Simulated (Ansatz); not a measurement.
Input file:

```
crystal:
  lattice:
    - [5.5992549822, 0.0, 0.0]
    - [-2.7996274911, 4.8490970569, 0.0]
    - [0.0, 0.0, 5.1556135855]
  atoms:
    - { symbol: Hf, position: [0.6662341818, 0.0, 0.7563107498] }
    - { symbol: Hf, position: [0.6662341818, 0.6662341818, 0.2436892502] }
    - { symbol: Hf, position: [0.0, 0.6662341818, 0.7563107498] }
    - { symbol: Hf, position: [0.3337658182, 0.0, 0.2436892502] }
    - { symbol: Hf, position: [0.3337658182, 0.3337658182, 0.7563107498] }
    - { symbol: Hf, position: [0.0, 0.3337658182, 0.2436892502] }
    - { symbol: O, position: [0.0, 0.0, 0.0] }
    - { symbol: O, position: [0.3333333333, 0.6666666667, 0.5] }
    - { symbol: O, position: [0.6666666667, 0.3333333333, 0.5] }
basis:
  ecutwfc: 500
kpoints:
  mp_grid: { grid: [6, 6, 6] }
  band_path:
    path:
      - [[0.0, 0.0, 0.0], [0.5, 0.0, 0.0], [0.33333333, 0.33333333, 0.0], [0.0, 0.0, 0.0], [0.0, 0.0, 0.5], [0.5, 0.0, 0.5], [0.33333333, 0.33333333, 0.5], [0.0, 0.0, 0.5]]
      - [[0.5, 0.0, 0.5], [0.5, 0.0, 0.0]]
      - [[0.33333333, 0.33333333, 0.5], [0.33333333, 0.33333333, 0.0], [0.33333333, 0.33333333, -0.5]]
    npoints: 14
hamiltonian:
  xc: r2scan
scf:
  occupations: { method: gaussian, width: 0.1 }
  n_extra_bands: 22
output:
  forces: true
  stress: true
  eigenvalues: true
  populations: true
  dos: { projected: true, de: 0.02, nscf_kmesh: { grid: [8, 8, 8] } }
  bader: true
  write_density: true
  write_potential: true
  elf: true
  volumetric_format: npy
```

Command:

```sh
ansatz run input.yaml --threads 1 --pin off --max-ram 2560MiB --backend cpu --events-out ev --progress --plain --runs-dir out
```

Below, planes, directions and counts refer to the conventional cell (a = 5.60 Å, b = 5.60 Å, c = 5.16 Å, α = 90.00°, β = 90.00°, γ = 120.00°).

Space group P-31m; a generated structure, not necessarily the stable one; computed pressure about −3 GPa in this cell.

All numbers below come from DFT r2SCAN, scalar-relativistic, plane waves, PAW in Ansatz 0.2.0.

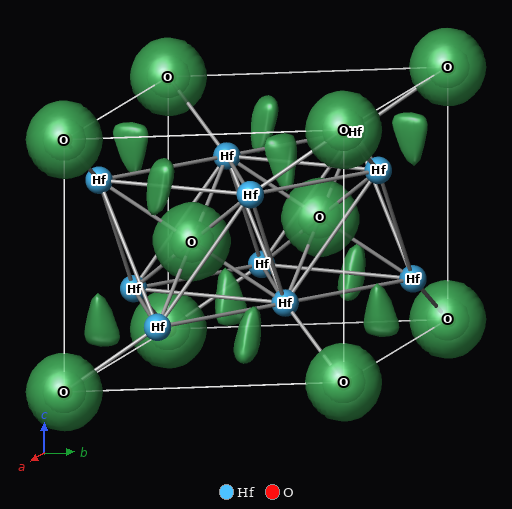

Hf$_{2}$O. Isosurface of the ELF at 0.75 (green), seen slightly off an axis. Core shells and regions of very low density are left out. Sticks mark near contacts.

Core electrons are frozen (PAW), and the valence fields are smoothed inside the atomic spheres.

**Identify the bonds, lone pairs and shells in this picture.**

The ELF exceeds this value in three regions wrapped around O (the valence shell of each) and six pockets between the atoms, centred on no nucleus (multi-centre or interstitial), counted in one cell of 9 atoms. Regions shared between cells count once.

Values along the shortest contacts:
Hf–O (2.25 Å): the ELF peaks at about 0.80 in the valence shell of O, 0.6 Å from its nucleus, and drops to about 0.10 between the two atoms; no shared electron pair shows on this line. Hf–Hf (3.13 Å): the ELF is about 0.30 at the midpoint.
